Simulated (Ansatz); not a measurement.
# Ti: one change and its effect

System: Ti (Im-3m, 1 atom in the cell).
Method of the first run: DFT PBEsol, scalar-relativistic, plane waves, PAW, no spin polarisation (Ansatz 0.2.0).

The structure derives from an entry of the Crystallography Open Database. Text and figures count atoms from 1; the logs count them from 0 in places.

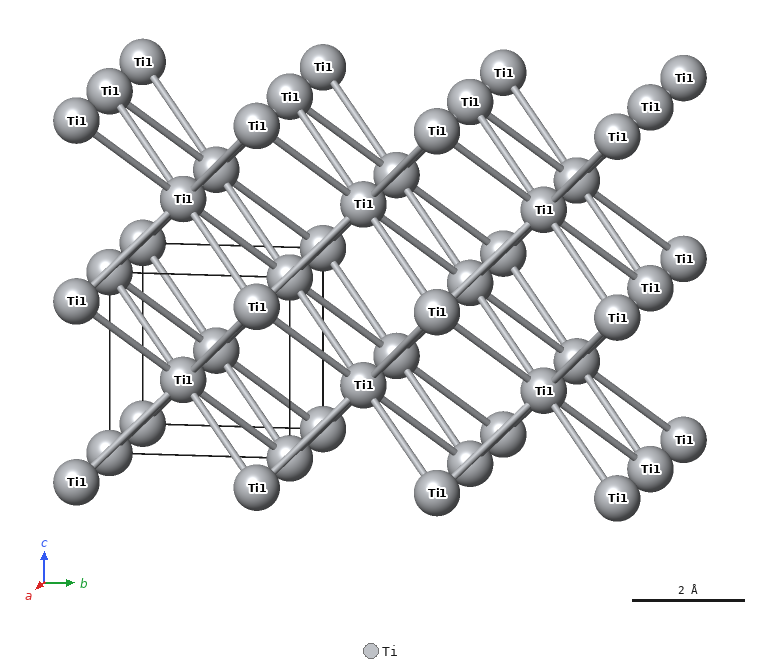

Fig. 1: The structure (ball-and-stick view of the cell 2 times as large as that of the calculation, set on its symmetry axes, repeated 2 × 3 × 2, seen slightly off an axis; atoms are numbered from 1 in the order of the input). An atom can appear more than once, as a periodic image.

### Input file, the first run
```yaml
crystal:
  lattice:
    - [-1.641, 1.641, 1.641]
    - [1.641, -1.641, 1.641]
    - [1.641, 1.641, -1.641]
  atoms:
    - { symbol: Ti, position: [0.0, 0.0, 0.0] }
basis:
  ecutwfc: 420
kpoints:
  mp_grid: { grid: [22, 22, 22] }
hamiltonian:
  xc: pbesol
scf:
  occupations: { method: gaussian, width: 0.15 }
output:
  forces: true
  stress: true
  eigenvalues: true
```

Launched with:
```bash
ansatz run input.yaml --threads 1 --pin off --max-ram 2560MiB --backend cpu --events-out ev --progress --plain --runs-dir out
```

Hardware: 1 thread of Arm Neoverse V1, 24 GiB of memory available, shared host.

### Output, shortened to warnings, some set-up lines, iterations and results (the first run)
```
Basis set: ecut = 420 eV, 369 PW (Γ), exchange–correlation on 40×40×40 points (8 copies of the dense FFT grid, shifted against one another)
Symmetry: 48 space group operations
k-points: 328 of 10648
Initial density: superposition of atomic densities (neutral atoms: chi_scale 0, normalization atom), corrected by the library's trained network
[...]
SCF iter   1: F=—  HF=-2473.781032 eV  |F-HF|=—  |Δ(HF+E_count)|=         —  Δρ=4.84e-3  dr2=2.38e-3  ethr=1.77e-3  ⟨swp⟩=4.4  Hψ=17188  notcnv=0
SCF iter   2: F=—  HF=-2473.780110 eV  |F-HF|=—  |Δ(HF+E_count)|=   9.22e-4  Δρ=1.45e-3  dr2=3.49e-4  ethr=1.98e-5  ⟨swp⟩=2.3  Hψ=7926  notcnv=0
SCF iter   3: F=—  HF=-2473.780048 eV  |F-HF|=—  |Δ(HF+E_count)|=   6.12e-5  Δρ=7.94e-4  dr2=4.95e-5  ethr=2.91e-6  ⟨swp⟩=2.2  Hψ=4335  notcnv=0  defer=2
SCF iter   4: F=—  HF=-2473.780051 eV  |F-HF|=—  |Δ(HF+E_count)|=   2.58e-6  Δρ=1.57e-4  dr2=1.97e-6  ethr=4.13e-7  ⟨swp⟩=1.0  Hψ=3264  notcnv=0  defer=2
SCF iter   5: F=-2473.780051 eV  HF=-2473.780051 eV  |F-HF|=4.60e-10  |Δ(HF+E_count)|=   1.76e-7  Δρ=1.34e-5  dr2=1.33e-8  ethr=1.64e-8  ⟨swp⟩=1.0  Hψ=3264  notcnv=0  defer=2
SCF iter   6: F=-2473.780051 eV  HF=-2473.780051 eV  |F-HF|=8.64e-12  |Δ(HF+E_count)|=   1.06e-9  Δρ=7.49e-7  dr2=3.63e-11  ethr=1.11e-10  ⟨swp⟩=1.3  Hψ=10062  notcnv=0
SCF 1 converged in 6 iterations: F = -2473.780051 eV  dr2 = 3.63e-11
SCF converged after 6 iterations
Free energy (F): -2473.780051 eV
Harris-Foulkes:  -2473.780051 eV  (|F-HF|=8.64e-12)
Internal energy: -2473.753338 eV  (E = F + TS)
E sigma→0 (E₀):  -2473.766695 eV
Entropy (-TS):   -0.026713 eV (-26.713 meV/atom)
Fermi energy:    12.726930 eV
--- Per-component energies (eV) ---
  E_band       = -160.477053
  E_kinetic    = 271.845623
  E_local      = -823.380427  (includes V_loc(G=0)·N_el)
  E_nonlocal   = 9.645398
  E_hartree    = 336.534832
  E_xc         = -96.370293
  E_vxc        = -121.066369  (∫ρ·V_xc dr)
  E_paw        = -1022.544465  (= ΣΔE_a)
  E_vpaw       = -170.590994  (= ΣTr[D̂ρ^β])
  E_aug_tail   = 0.000115  (compensation charges beyond the density's cutoff)
  E_ewald      = -1149.623506
  E_core_change = 0.139384  (= ΣΔE_core)
  E_smearing   = -0.026713  (= −TS)
  E_closure    = -0.000000  (closes the sum)
  Σ components = -2473.780051   (vs F -2473.780051, Δ=0.00e0)
--- Forces (eV/Å), atoms counted from 1 ---
  atom   1  Ti    -0.00000000    -0.00000000    -0.00000000
  max |Σ_I F_I| component: 1.64e-32 eV/Å
--- Stress (GPa, compression-positive) ---
       -6.663490       0.000000       0.000000
        0.000000      -6.663490       0.000000
        0.000000      -0.000000      -6.663490
  P = ⅓ Tr σ = -6.6635 GPa (-66.635 kbar)
```

The input of the second run differs as follows (lines with − go, lines with + come):
```diff
-  mp_grid: { grid: [22, 22, 22] }
+  mp_grid: { grid: [20, 20, 20] }
```

Predict how the results change.

The free energy of the second run is 0.09 meV per atom higher, which measures how much it depends on this numerical setting. The number of SCF iterations is the same. The irreducible k-points go from 328 to 256.

### Output, shortened to warnings, some set-up lines, iterations and results (the second run)
```
Basis set: ecut = 420 eV, 369 PW (Γ), exchange–correlation on 40×40×40 points (8 copies of the dense FFT grid, shifted against one another)
Symmetry: 48 space group operations
k-points: 256 of 8000
Initial density: superposition of atomic densities (neutral atoms: chi_scale 0, normalization atom), corrected by the library's trained network
[...]
SCF iter   1: F=—  HF=-2473.780949 eV  |F-HF|=—  |Δ(HF+E_count)|=         —  Δρ=4.86e-3  dr2=2.41e-3  ethr=1.77e-3  ⟨swp⟩=4.4  Hψ=13387  notcnv=0
SCF iter   2: F=—  HF=-2473.780028 eV  |F-HF|=—  |Δ(HF+E_count)|=   9.21e-4  Δρ=1.45e-3  dr2=3.56e-4  ethr=2.01e-5  ⟨swp⟩=2.3  Hψ=6191  notcnv=0
SCF iter   3: F=—  HF=-2473.779963 eV  |F-HF|=—  |Δ(HF+E_count)|=   6.43e-5  Δρ=7.95e-4  dr2=4.93e-5  ethr=2.96e-6  ⟨swp⟩=2.2  Hψ=3391  notcnv=0  defer=2
SCF iter   4: F=—  HF=-2473.779965 eV  |F-HF|=—  |Δ(HF+E_count)|=   1.96e-6  Δρ=1.50e-4  dr2=1.79e-6  ethr=4.11e-7  ⟨swp⟩=1.0  Hψ=2546  notcnv=0  defer=2
SCF iter   5: F=-2473.779965 eV  HF=-2473.779965 eV  |F-HF|=6.96e-10  |Δ(HF+E_count)|=   1.71e-7  Δρ=1.19e-5  dr2=1.05e-8  ethr=1.49e-8  ⟨swp⟩=1.0  Hψ=2546  notcnv=0  defer=2
SCF iter   6: F=-2473.779965 eV  HF=-2473.779965 eV  |F-HF|=1.05e-11  |Δ(HF+E_count)|=  7.95e-10  Δρ=6.44e-7  dr2=2.34e-11  ethr=8.71e-11  ⟨swp⟩=1.3  Hψ=7891  notcnv=0
SCF 1 converged in 6 iterations: F = -2473.779965 eV  dr2 = 2.34e-11
SCF converged after 6 iterations
Free energy (F): -2473.779965 eV
Harris-Foulkes:  -2473.779965 eV  (|F-HF|=1.05e-11)
Internal energy: -2473.752948 eV  (E = F + TS)
E sigma→0 (E₀):  -2473.766457 eV
Entropy (-TS):   -0.027017 eV (-27.017 meV/atom)
Fermi energy:    12.726579 eV
--- Per-component energies (eV) ---
  E_band       = -160.481546
  E_kinetic    = 271.844050
  E_local      = -823.372113  (includes V_loc(G=0)·N_el)
  E_nonlocal   = 9.643797
  E_hartree    = 336.528981
  E_xc         = -96.370184
  E_vxc        = -121.066205  (∫ρ·V_xc dr)
  E_paw        = -1022.543472  (= ΣΔE_a)
  E_vpaw       = -170.589117  (= ΣTr[D̂ρ^β])
  E_aug_tail   = 0.000115  (compensation charges beyond the density's cutoff)
  E_ewald      = -1149.623506
  E_core_change = 0.139384  (= ΣΔE_core)
  E_smearing   = -0.027017  (= −TS)
  E_closure    = 0.000000  (closes the sum)
  Σ components = -2473.779965   (vs F -2473.779965, Δ=0.00e0)
--- Forces (eV/Å), atoms counted from 1 ---
  atom   1  Ti    -0.00000000     0.00000000    -0.00000000
  max |Σ_I F_I| component: 3.49e-32 eV/Å
--- Stress (GPa, compression-positive) ---
       -6.651498      -0.000000      -0.000000
       -0.000000      -6.651498      -0.000000
       -0.000000      -0.000000      -6.651498
  P = ⅓ Tr σ = -6.6515 GPa (-66.515 kbar)
```

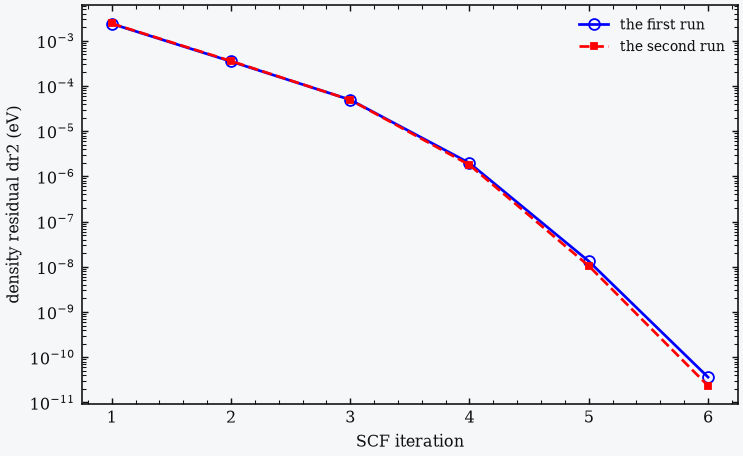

Fig. 2: Convergence of the two runs: density residual dr2 against the SCF iteration. The first run takes 6 iterations in all, and the second run takes 6.

### The two runs side by side

```csv
quantity,the first run,the second run
outcome,converged,converged
free energy per atom (eV),−2473.7801,−2473.7800
"energy per atom, smearing taken to zero (eV)",−2473.7667,−2473.7665
gap on the mesh (eV),0.00,0.00
pressure (GPa),−6.66,−6.65
largest force (eV/Å),0.000,0.000
SCF iterations,6,6
irreducible k-points,328,256
plane waves at Γ,369,369
wall time (shared host),3.2 s,2.5 s
```

For both runs: The cell is under a tension of 6.7 GPa at this level, so it is not at its equilibrium volume.
